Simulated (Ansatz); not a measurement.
Consider AlCr$_{2}$C.

```xyz
8
Lattice="2.8405 0.0000 0.0000 -1.4202 2.4599 0.0000 0.0000 0.0000 12.7034" Properties=species:S:1:pos:R:3 pbc="T T T"
Al    1.4202    0.8200    3.1759
Al    0.0000    1.6399    9.5276
Cr    0.0000    1.6399    5.2813
Cr    1.4202    0.8200   11.6330
Cr    1.4202    0.8200    7.4221
Cr    0.0000    1.6399    1.0704
C     0.0000    0.0000    6.3517
C     0.0000    0.0000    0.0000
```

Space group P6₃/mmc; a structure generated by program, which may or may not match a known phase; computed without spin polarisation.

Level of theory: DFT PBE, scalar-relativistic, plane waves, PAW in Ansatz 0.2.0.

Question: What will maps of the valence pseudo-density and electron localisation function show?

Answer: Cr–C (1.96 Å): the density is about 0.77 e/Å³ at the midpoint; the ELF peaks at about 0.75 in the valence shell of C, 0.6 Å from its nucleus, and is about 0.30 at the midpoint.
Al–Cr (2.67 Å): ρ at the midpoint is about 0.26 e/Å³; the ELF peaks at about 0.65 between the atoms.

Question: Does the calculation give a band gap?

Answer: It is gapless in this calculation (a metal or semimetal).

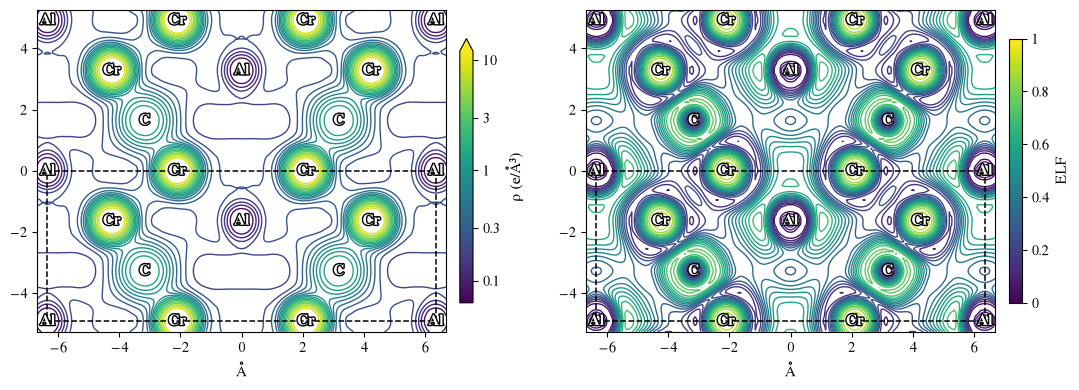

Computed valence pseudo-density and electron localisation function on the (110) plane of the conventional cell, in this order. 
